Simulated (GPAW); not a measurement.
# Dielectric function and optical constants of SiC (Moissanite 3C)

Aim: the dielectric function of SiC (Moissanite 3C), and the optical constants that follow from it.

Method: DFT, LDA, plane-wave PAW (GPAW data sets), scalar-relativistic, RPA, optical limit, in GPAW 26.7.0.

## Step 1: Starting point

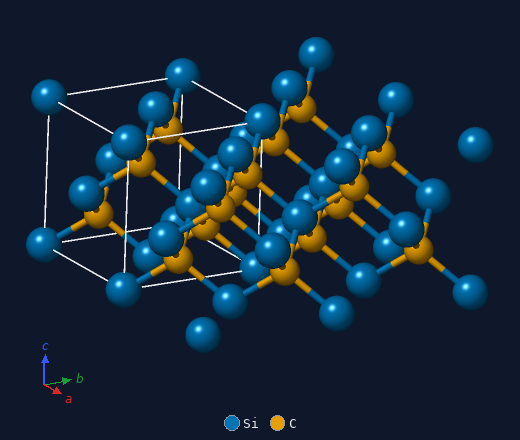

Start, viewed slightly off an axis; silicon blue, carbon orange. 2×2×1 cells are drawn. This picture shows the conventional cell, with its axes. Bonds to atoms that aren't drawn are left out. Some periodic images of atoms are drawn too.

Structure file:

```cif
data_structure
_symmetry_space_group_name_H-M 'F-43m'
_symmetry_Int_Tables_number 216
_cell_length_a 4.3580
_cell_length_b 4.3580
_cell_length_c 4.3580
_cell_angle_alpha 90.000
_cell_angle_beta 90.000
_cell_angle_gamma 90.000
_cell_volume 82.77
loop_
_atom_site_label
_atom_site_type_symbol
_atom_site_symmetry_multiplicity
_atom_site_Wyckoff_symbol
_atom_site_fract_x
_atom_site_fract_y
_atom_site_fract_z
_atom_site_occupancy
Si1 Si 4 a 0.00000 0.00000 0.00000 1
C1 C 4 c 0.25000 0.25000 0.25000 1
```

## Step 2: Ground state

First the ground state: is it a metal or has it a gap?

This step: DFT, LDA, plane-wave PAW (GPAW data sets), scalar-relativistic, ground state (GPAW 26.7.0).

gs.py

```python
from ase import Atoms
from ase.dft.bandgap import bandgap
from gpaw import GPAW, PW, FermiDirac

atoms = Atoms(['Si', 'C'],
              cell=[[0.000000000000, 2.179000000000, 2.179000000000],
                    [2.179000000000, 0.000000000000, 2.179000000000],
                    [2.179000000000, 2.179000000000, 0.000000000000]],
              scaled_positions=[[0.000000000000, 0.000000000000, 0.000000000000],
                                [0.750000000000, 0.750000000000, 0.750000000000]],
              pbc=[True, True, True])
atoms.calc = GPAW(mode=PW(500), xc='LDA', kpts={'size': (9, 9, 9), 'gamma': True},
                  occupations=FermiDirac(0.05), maxiter=150, txt='gs.txt')
print('energy (eV)', atoms.get_potential_energy())
print('Fermi level (eV)', atoms.calc.get_fermi_level())
print('valence electrons', atoms.calc.get_number_of_electrons())
print('gap (eV)', bandgap(atoms.calc, output=None)[0])
print('direct gap (eV)', bandgap(atoms.calc, direct=True, output=None)[0])
atoms.calc.write('gs.gpw')
```

On the command line:

```sh
$ OMP_NUM_THREADS=1 python gs.py
```

Numbers of over 12 decimals in the logs are rounded to 6 here.

Log:

```text
__  _  _
 | _ |_)|_||  |
 |__||  | ||/\| - 26.7.0

Versions:
  Python: 3.12.14
  ASE:    3.29.0
  Numpy:  2.5.5
  Scipy:  1.18.1
  Libxc:  7.0.0

Input parameters:
  mode=PW(ecut=500.0),
  kpts=MonkhorstPack(size=(9, 9, 9), gamma=True),
  maxiter=150,
  occupations=Occupations(name='fermi-dirac', width=0.05, fixmagmom=False),
  xc=XC(name='LDA')

Diagonalizing LCAO Hamiltonian
Converting LCAO to pw mode

                 C

       Si

Atoms  # Å, Bohr magnetons
|   | symbol |        x |        y |        z |    initial magnetic moments |
| 0 |     Si | 0.000000 | 0.000000 | 0.000000 | ( 0.0000,  0.0000,  0.0000) |
| 1 |      C | 3.268500 | 3.268500 | 3.268500 | ( 0.0000,  0.0000,  0.0000) |

Unit cell  # Å
| periodic |        x |        y |        z |  lengths |    angles |
|      yes | 0.000000 | 2.179000 | 2.179000 | 3.081571 | 60.000000 |
|      yes | 2.179000 | 0.000000 | 2.179000 | 3.081571 | 60.000000 |
|      yes | 2.179000 | 2.179000 | 0.000000 | 3.081571 | 60.000000 |

Number of symmetries: 24
Symmetry operations  # r_c * U_cc + t_c -> r_c
|    | kind |            matrix            |
|  0 |  E   |  1, 0, 0,  0, 1, 0,  0, 0, 1 |
|  1 |  σ   |  1, 0, 0,  0, 0, 1,  0, 1, 0 |
|  2 |  σ   |  1, 0,-1,  0, 1,-1,  0, 0,-1 |
|  3 |  C3  |  1, 0,-1,  0, 0,-1,  0, 1,-1 |
|  4 |  C3  |  1,-1, 0,  0,-1, 1,  0,-1, 0 |
|  5 |  σ   |  1,-1, 0,  0,-1, 0,  0,-1, 1 |
|  6 |  σ   |  0, 1, 0,  1, 0, 0,  0, 0, 1 |
|  7 |  C3  |  0, 1, 0,  0, 0, 1,  1, 0, 0 |
|  8 |  C2  |  0, 1,-1,  1, 0,-1,  0, 0,-1 |
|  9 |  S4  |  0, 1,-1,  0, 0,-1,  1, 0,-1 |
| 10 |  C3  |  0, 0, 1,  1, 0, 0,  0, 1, 0 |
| 11 |  σ   |  0, 0, 1,  0, 1, 0,  1, 0, 0 |
| 12 |  S4  |  0, 0,-1,  1, 0,-1,  0, 1,-1 |
| 13 |  C3  |  0, 0,-1,  0, 1,-1,  1, 0,-1 |
| 14 |  S4  |  0,-1, 1,  1,-1, 0,  0,-1, 0 |
| 15 |  C2  |  0,-1, 1,  0,-1, 0,  1,-1, 0 |
| 16 |  C3  |  0,-1, 0,  1,-1, 0,  0,-1, 1 |
| 17 |  S4  |  0,-1, 0,  0,-1, 1,  1,-1, 0 |
| 18 |  S4  | -1, 1, 0, -1, 0, 1, -1, 0, 0 |
| 19 |  C3  | -1, 1, 0, -1, 0, 0, -1, 0, 1 |
| 20 |  C3  | -1, 0, 1, -1, 1, 0, -1, 0, 0 |
| 21 |  S4  | -1, 0, 1, -1, 0, 0, -1, 1, 0 |
| 22 |  σ   | -1, 0, 0, -1, 1, 0, -1, 0, 1 |
| 23 |  C2  | -1, 0, 0, -1, 0, 1, -1, 1, 0 |

BZ-sampling:
  Number of BZ points: 729
  Number of IBZ points: 35

  Monkhorst-Pack size: [9, 9, 9]
  Monkhorst-Pack shift: [0, 0, 0]

K-points  # in reciprocal-cell coordinates
|     |                                coordinates |     weight |
|   0 | (  0.00000000,   0.00000000,   0.00000000) | 0.00137174 |
|   1 | (  0.11111111,   0.11111111,   0.00000000) | 0.00823045 |
|   2 | (  0.11111111,   0.11111111,   0.11111111) | 0.01097394 |
|   3 | (  0.22222222,   0.11111111,   0.11111111) | 0.01646091 |
|   4 | (  0.22222222,   0.22222222,   0.00000000) | 0.00823045 |
|   5 | (  0.22222222,   0.22222222,   0.11111111) | 0.03292181 |
|   6 | (  0.22222222,   0.22222222,   0.22222222) | 0.01097394 |
|   7 | (  0.33333333,   0.22222222,   0.11111111) | 0.03292181 |
|   8 | (  0.33333333,   0.22222222,   0.22222222) | 0.03292181 |
|   9 | (  0.33333333,   0.33333333,  -0.33333333) | 0.01646091 |
| ... |                                            |            |
|  34 | (  0.44444444,   0.44444444,   0.44444444) | 0.01097394 |

Plane wave coefficients: 534
Cutoff: 500.0 eV

Spin-components: 1 (collinear spins)
Bands:           8
Projectors:      10
Spin-degeneracy: 2
Datatype:        complex128

Parallelization:
  kpt:    1
  domain: 1
  band:   1

Density:
  Valence electrons: 8.0
  Components: 1
  Grid points: [16 16 16]
  Charge: 0.0  # |e|

Potential:
  Grid points: [16 16 16]

species:
  Si:
    name:    Silicon
    id:
    Z:       14.0
    valence: 4
    core:    10
    charge:  0.0  # [|e|]
    compensation charges:
      type: gauss
      rc: 0.33  # [Å]
      lmax: 2
    cutoffs:
      filter: 1.86  # [Å]
      core: 2.06  # [Å]
    projectors
    | kind |    occ | energy [eV] | rcut [Å] |
    |   3s |  2.000 |     -10.878 |    1.058 |
    |   3p |  2.000 |      -4.162 |    1.058 |
    |    s |        |      16.334 |    1.058 |
    |    p |        |      23.049 |    1.058 |
    |    d |        |       0.000 |    1.058 |

    Using partial waves for Si as LCAO basis

  C:
    name:    Carbon
    id:
    Z:       6.0
    valence: 4
    core:    2
    charge:  0.0  # [|e|]
    compensation charges:
      type: gauss
      rc: 0.20  # [Å]
      lmax: 2
    cutoffs:
      filter: 1.14  # [Å]
      core: 1.14  # [Å]
    projectors
    | kind |    occ | energy [eV] | rcut [Å] |
    |   2s |  2.000 |     -13.639 |    0.635 |
    |   2p |  2.000 |      -5.414 |    0.635 |
    |    s |        |      13.573 |    0.635 |
    |    p |        |      21.797 |    0.635 |
    |    d |        |       0.000 |    0.635 |

    Using partial waves for C as LCAO basis

Reference energy: -8877.515721  # eV

eigensolver:
  PPCG
  Converge bands: occupied
  niter=2

density mixing:
  MSR1-Mixer
  Pratt-step length: 0.05
  Maximum mixing coefficient: 0.75
  Old densities: 10
  SVD Regularization: 0.005
  Good broyden scale: 1.0
  Trust region scale: 1.0
  Backstep threshold: 4.0
  History deletion threshold: 6.0
  Fourier metric: weight=20.0, sigma=0.015

occupation numbers:
  Fermi-Dirac:
    width: 0.0500  # eV

poisson solver:
  ecut: 4000.0  # eV

xc functional:
  name: None

convergence criteria:
- Maximum [total energy] change in last 3 cyles: 0.0005 eV / valence electron
- Maximum integral of absolute [dens]ity change: 0.0001 electrons / valence electron
- Maximum integral of absolute [eigenst]ate change: 4e-08 eV^2 / valence electron
maximum number of iterations: 150

SCF iterations
|iter     |      energy | eigst |  dens |
|iter:   1||  -18.355200 | -0.14 |       |
|iter:   2||  -17.953928 | -2.18 | -0.56 |
|iter:   3||  -16.591196 | -0.85 | -0.60 |
|iter:   4||  -16.584542 | -2.84 | -1.32 |
|iter:   5||  -16.585172 | -3.58 | -1.71 |
|iter:   6||  -16.585232c| -5.50 | -2.62 |
|iter:   7||  -16.585234c| -6.89 | -3.42 |
|iter:   8||  -16.585235c| -8.31c| -4.19c|

Converged in 8 steps
SCF loop duration: 2.273 s (0.284 s/step)
Energy contributions relative to reference atoms: (reference = -8877.515721)

Energy contributions:
  Kinetic:          16.376907
  Coulomb:         -13.776968
  Zero:             -0.024309
  External:          0.000000
  Xc:              -19.160864
  Entropy:          -0.000000
  Spinorbit:         0.000000
  ----------------------------
  Free energy:     -16.585235
  Extrapolated:    -16.585235

dipole moment: (-8.043036, -8.043036, -8.043036)  # |e|*Ang

Fermi level: 8.738
Eigenvalues  # (at kpt = [0.000, 0.000, 0.000])
| band index |      eig [eV] | occ [0-2] |
|          0 |        -7.313 |     2.000 |
|          1 |         8.014 |     2.000 |
|          2 |         8.014 |     2.000 |
|          3 |         8.014 |     2.000 |
|          4 |        14.351 |     0.000 |
|          5 |        15.218 |     0.000 |
|          6 |        15.218 |     0.000 |
|          7 |        15.218 |     0.000 |

Gap: 1.457 eV
Transition (v -> c):
  (s=0, k=0, n=3, [0.00, 0.00, 0.00]) -> (s=0, k=30, n=4, [0.44, 0.44, 0.00])
Direct/indirect transitions are different
Direct gap: 4.586 eV
Transition at: (s=0, k=30, n=3, [0.44, 0.44, 0.00])

--- standard output ---
energy (eV) -16.585235
Fermi level (eV) 8.738383
valence electrons 8.0
gap (eV) 1.456773
direct gap (eV) 4.585795
```

The job ended after 3.8 s (1 thread of Arm Neoverse V1, shared host; peak memory 0.12 GiB).

Read-outs, printed or worked out from the files:

| Item | Value |
| --- | --- |
| energy | -16.59 eV |
| Fermi energy | 8.738 eV |
| gap on the k-mesh | 1.457 eV |
| direct gap on the mesh | 4.586 eV |
| electrons | 8 |

There is a gap, 1.46 eV on this mesh (points off the mesh can give less), so no carriers' term is needed.

## Step 3: Bands for the response

At the fixed density, many empty bands are solved on the mesh of the response, since the spectrum sums over them.

This step: DFT, LDA, plane-wave PAW (GPAW data sets), scalar-relativistic, bands at fixed density (GPAW 26.7.0).

nscf.py

```python
from ase.dft.bandgap import bandgap
from gpaw import GPAW, FermiDirac

calc = GPAW('gs.gpw').fixed_density(kpts={'size': (14, 14, 14), 'gamma': True}, nbands=23, convergence={'bands': 17},
                                    occupations=FermiDirac(0.001), txt='nscf.txt')
print('gap (eV)', bandgap(calc, output=None)[0])
print('direct gap (eV)', bandgap(calc, direct=True, output=None)[0])
print('top band over the Fermi level (eV)', min(calc.get_eigenvalues(kpt=k)[16] for k in range(len(calc.get_ibz_k_points()))) - calc.get_fermi_level())
calc.write('full.gpw', mode='all')
```

On the command line:

```sh
$ OMP_NUM_THREADS=1 python nscf.py
```

Log:

```text
Diagonalizing LCAO Hamiltonian
Converting LCAO to pw mode
convergence criteria:
- Maximum integral of absolute [eigenst]ate change: 4e-08 eV^2 / valence electron
maximum number of iterations: 150

SCF iterations
|iter     |      energy | eigst |  dens |
|iter:   1||             | +2.98 |       |
|iter:   2||             | +1.21 |       |
|iter:   3||             | -1.22 |       |
|iter:   4||             | -2.96 |       |
|iter:   5||             | -5.02 |       |
|iter:   6||             | -6.65 |       |
|iter:   7||             | -7.65c|       |
SCF steps: 7
  __  _  _
 | _ |_)|_||  |
 |__||  | ||/\| - 26.7.0

Versions:
  Python: 3.12.14
  ASE:    3.29.0
  Numpy:  2.5.5
  Scipy:  1.18.1
  Libxc:  7.0.0

Input parameters:
  mode=PW(ecut=500.0),
  convergence={'bands': 17},
  gpts=array([16, 16, 16]),
  kpts=MonkhorstPack(size=(14, 14, 14), gamma=True),
  maxiter=150,
  nbands=23,
  occupations=Occupations(name='fermi-dirac', width=0.001, fixmagmom=False),
  parallel={},
  xc=XC(name='LDA')

--- standard output ---
gap (eV) 1.313065
direct gap (eV) 4.508023
top band over the Fermi level (eV) 27.266839
```

Wall time 16 s (1 thread); peak memory 0.16 GiB.

Numbers from this step:

```
gap on the k-mesh      : 1.313 eV
direct gap on the mesh : 4.508 eV
```

## Step 4: Dielectric function, RPA

Transitions between filled and empty bands, summed over the zone, give the optical response, so mesh, band count and broadening shape it.

The induced potential is part of this response.

This step: DFT, LDA, plane-wave PAW (GPAW data sets), scalar-relativistic, RPA, optical limit (GPAW 26.7.0).

df.py

```python
from gpaw.response.df import DielectricFunction

df = DielectricFunction('full.gpw', frequencies={'type': 'nonlinear', 'domega0': 0.03, 'omega2': 8},
                        ecut=50,
                        eta=0.15,
                        nbands=17,
                        txt='df.txt')
for direction in ['x']:
    df.get_dielectric_function(xc='RPA', direction=direction, filename=f'df_{direction}.csv')
```

On the command line:

```sh
$ OMP_NUM_THREADS=1 python df.py
```

Log:

```text
Using integrator: PointIntegrator
NonLinearFrequencyDescriptor(from 0.000 to 49.084 eV, 463 points)
Nonperiodic BCs:  [False False False]
Using integrator: PointIntegrator
NonLinearFrequencyDescriptor(from 0.000 to 49.084 eV, 463 points)
Nonperiodic BCs:  [False False False]

Calculating chi0 body with:
    Ground state adapter containing:
    Number of spins: 1
    Number of kpoints: 2744
    Number of irreducible kpoints: 104
    Number of completely occupied states: 4
    Number of partially occupied states: 4

    Linear response parametrization:
    q_c: [0.0, 0.0, 0.0]
    Number of frequency points: 463
    Planewave cutoff: 50.0
    Number of bands: 17
    Number of planewaves: 15
    Broadening (eta): 0.15

Integrating chi0 body.

Symmetries of q_c:
    Direct symmetries (Uq -> q): 24
    Indirect symmetries (TUq -> q): 24
In total 48 allowed symmetries.

104 groups of equivalent kpoints. 96.209913% reduction.

Integral kind: spectral function

Calculating chi0 optical extensions with:
    Ground state adapter containing:
    Number of spins: 1
    Number of kpoints: 2744
    Number of irreducible kpoints: 104
    Number of completely occupied states: 4
    Number of partially occupied states: 4

    Linear response parametrization:
    Number of frequency points: 463
    Planewave cutoff: 50.0
    Number of bands: 17
    Number of planewaves: 15
    Broadening (eta): 0.15
Integrating chi0 head and wings.

Symmetries of q_c:
    Direct symmetries (Uq -> q): 24
    Indirect symmetries (TUq -> q): 24
In total 48 allowed symmetries.

104 groups of equivalent kpoints. 96.209913% reduction.

Integral kind: spectral function wings
```

Wall time 3.5 s (1 thread); peak memory 0.19 GiB.

This step gave:

- electronic dielectric constant ε∞, mean over x, y and z (by symmetry where fewer were run): 6.813
- main peak of Im epsilon, first axis: 6.743 eV

Some rows of df_x.csv (energy; Re and Im without local fields; Re and Im with them):

```text
0.000000, 7.192843, 0.000000, 6.813323, -0.000000
0.429336, 7.215017, 0.015594, 6.833714, 0.014339
0.878195, 7.286908, 0.032795, 6.899812, 0.030149
1.347938, 7.420111, 0.052965, 7.022243, 0.048670
1.840057, 7.633399, 0.078332, 7.218177, 0.071934
2.356191, 7.958461, 0.113008, 7.516553, 0.103678
2.898142, 8.453119, 0.165801, 7.970071, 0.151901
3.467895, 9.238290, 0.260605, 8.688710, 0.238267
4.067647, 10.648361, 0.508096, 9.975977, 0.463114
4.699832, 12.989617, 2.396503, 12.104960, 2.179494
5.367152, 15.037539, 5.739421, 13.971900, 5.108171
6.072622, 15.509774, 11.861176, 14.661442, 10.570919
6.819608, 3.101955, 22.855663, 3.258962, 21.478831
7.611886, 2.373440, 10.411609, 1.683327, 9.244821
8.453705, -5.602007, 13.031745, -3.943333, 12.114069
9.349861, -4.857098, 7.280110, -3.673535, 7.313941
10.305790, -4.626533, 5.095527, -3.928384, 5.247722
11.327680, -3.421907, 2.604170, -3.090331, 2.795784
12.422601, -2.787686, 2.825752, -2.293658, 3.121635
13.598673, -2.167339, 1.616706, -1.959785, 1.825985
```

The Im ε, E ∥ x has structure finer than the step of the table below, so its rows give means over 1 eV, whole bins alone (the curve runs from 0 to 14.0 eV). Peaks (eV: height): 6.8: 22.2, 8.2: 14.3.

Values under the direct gap are tails of Lorentzian lines. Im ε, E ∥ x against photon energy; means over each step:

```csv
photon energy (eV),"Im ε, E ∥ x"
1,0.0352
2,0.0822
3,0.169
4,0.523
5,3.42
6,10.3
7,16.0
8,11.5
9,8.24
10,6.02
11,3.69
12,2.74
13,2.15
```

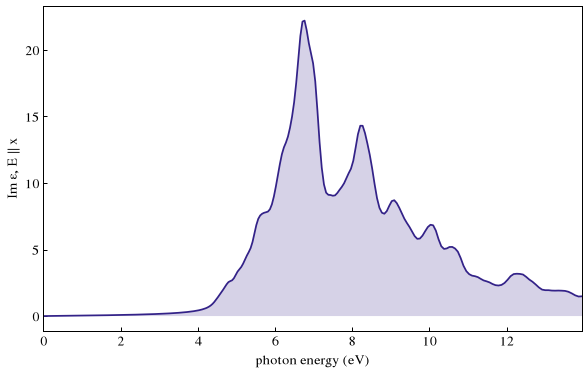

Im ε, E ∥ x, plotted against photon energy.

Table of Re ε, E ∥ x by photon energy:

| photon energy (eV) | Re ε, E ∥ x |
| --- | --- |
| 0 | 6.81 |
| 1 | 6.93 |
| 2 | 7.30 |
| 3 | 8.08 |
| 4 | 9.78 |
| 5 | 12.8 |
| 6 | 14.6 |
| 7 | -1.57 |
| 8 | 2.67 |
| 9 | -2.20 |
| 10 | -2.75 |
| 11 | -3.84 |
| 12 | -1.57 |
| 13 | -2.16 |

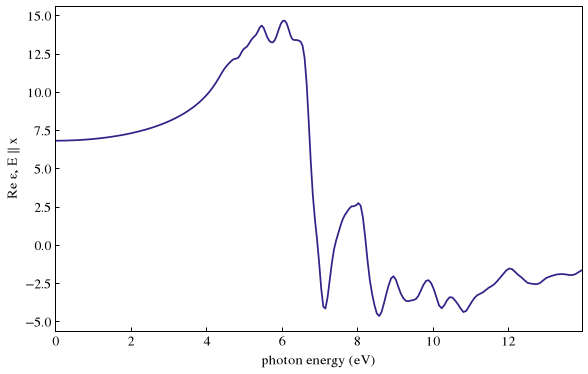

Re ε, E ∥ x, plotted against photon energy.

The reflectivity at normal incidence, E ∥ x has structure finer than the step of the table below, so its rows give means over 0.5 eV, whole bins alone (the curve runs from 0 to 14.0 eV). Peaks (eV: height): 7.10: 55.3, 8.58: 54.2, 9.35: 50.7, 10.88: 60.0, 12.83: 54.5.

Reflectivity at normal incidence, E ∥ x against photon energy; means over each step:

| photon energy (eV) | reflectivity at normal incidence, E ∥ x (%) |
| --- | --- |
| 0.5 | 20.0 |
| 1.0 | 20.2 |
| 1.5 | 20.6 |
| 2.0 | 21.1 |
| 2.5 | 21.9 |
| 3.0 | 23.0 |
| 3.5 | 24.5 |
| 4.0 | 26.7 |
| 4.5 | 29.9 |
| 5.0 | 32.6 |
| 5.5 | 36.1 |
| 6.0 | 39.3 |
| 6.5 | 46.0 |
| 7.0 | 53.2 |
| 7.5 | 40.2 |
| 8.0 | 41.9 |
| 8.5 | 52.3 |
| 9.0 | 47.4 |
| 9.5 | 49.7 |
| 10.0 | 47.9 |
| 10.5 | 52.5 |
| 11.0 | 58.1 |
| 11.5 | 53.9 |
| 12.0 | 42.9 |
| 12.5 | 48.3 |
| 13.0 | 52.4 |
| 13.5 | 50.4 |

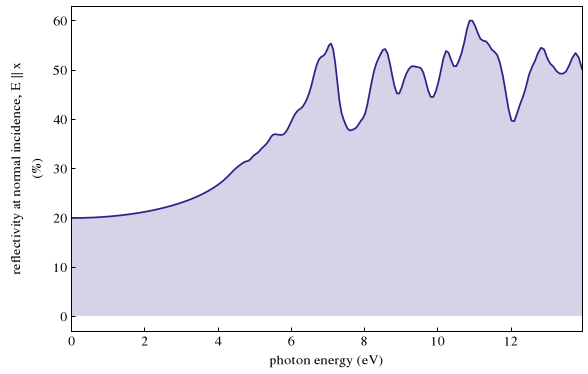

Reflectivity at normal incidence, E ∥ x, plotted against photon energy.

The loss function −Im 1/ε at q → 0, E ∥ x has structure finer than the step of the table below, so its rows give means over 1 eV, whole bins alone (the curve runs from 0 to 14.0 eV). Peaks (eV: height): 7.4: 0.110, 12.0: 0.278.

Values under the direct gap are tails of Lorentzian lines. Loss function −Im 1/ε at q → 0, E ∥ x against energy loss; means over each step:

```
energy loss (eV)  loss function −Im 1/ε at q → 0, E ∥ x
               1                                 7.3e-4
               2                                0.00152
               3                                0.00254
               4                                0.00497
               5                                 0.0183
               6                                 0.0334
               7                                 0.0650
               8                                 0.0852
               9                                  0.105
              10                                  0.128
              11                                  0.139
              12                                  0.231
              13                                  0.227
```

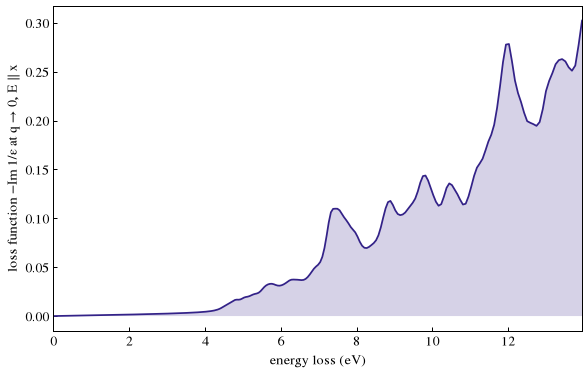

Loss function −Im 1/ε at q → 0, E ∥ x, plotted against energy loss.

Table of refractive index n and extinction k by photon energy:

| photon energy (eV) | n | k |
| --- | --- | --- |
| 0 | 2.61 | 0 |
| 1 | 2.63 | 0.00659 |
| 2 | 2.70 | 0.0149 |
| 3 | 2.84 | 0.0288 |
| 4 | 3.13 | 0.0672 |
| 5 | 3.61 | 0.442 |
| 6 | 3.99 | 1.18 |
| 7 | 2.93 | 3.19 |
| 8 | 2.68 | 2.13 |
| 9 | 1.82 | 2.34 |
| 10 | 1.51 | 2.25 |
| 11 | 0.768 | 2.10 |
| 12 | 0.870 | 1.53 |
| 13 | 0.611 | 1.59 |

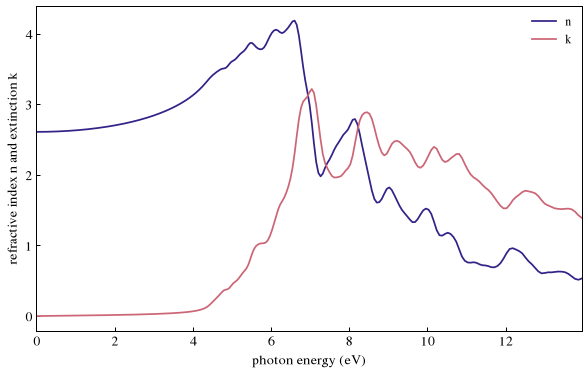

Refractive index n and extinction k against photon energy.

From ε follow the optical constants at some laser and lamp lines:

| wavelength (nm) | n | k | R (%) | 1/α |
| --- | --- | --- | --- | --- |
| 1550 | 2.62 | 0.005 | 20.1 | 24 µm |
| 1064 | 2.64 | 0.008 | 20.3 | 11 µm |
| 633 | 2.70 | 0.015 | 21.1 | 3.5 µm |
| 532 | 2.74 | 0.019 | 21.6 | 2.3 µm |
| 450 | 2.80 | 0.024 | 22.4 | 1.5 µm |
| 365 | 2.93 | 0.038 | 24.1 | 759 nm |
| 248 | 3.61 | 0.442 | 32.7 | 45 nm |

Below the direct gap, k and the depth come from the tails of the Lorentzian lines, not from transitions.

Rows near the edge hang on the gap, which this functional as a rule makes too small, and phonon-assisted absorption is left out.

## Step 5: Results

```json
{
 "electronic dielectric constant ε∞, mean over x, y and z (by symmetry where fewer were run) (RPA)": "6.81",
 "main peak of Im epsilon, first axis": "6.74 eV"
}
```

In words: At this level (LDA, RPA) SiC has ε∞ = 6.81 and n = 2.62 at 1550 nm, and Im ε peaks at 6.7 eV. On the mesh the gap is 1.31 eV and the least direct gap 4.51 eV, so on this mesh the band edges lie at different points. Local fields change the static value along x from 7.19 to 6.81 (-5 %). Distinct maxima of Im ε, read by a parabola through the highest points, lie at 6.74 eV (22), 8.24 eV (14), 9.07 eV (8.7) and 10.05 eV (6.9). Excitons and phonon-assisted transitions are missing; LDA gaps are as a rule too small, which pulls the onset down and ε∞ up. The sum runs over mesh points, so small or evenly spaced maxima can still be ripples of the mesh.

[Machine, clock and banner lines and Python warnings are left out of the logs.]

[Logs are printed without paths, hosts, clocks, repeated set-up lines and the standing remarks that a program may print on its own settings, such as how far it seeks lower states.]

[Hosts, paths, dates, database ids (printed as entryN), source tags and the programs' standing remarks are cut or masked in the printed files.]
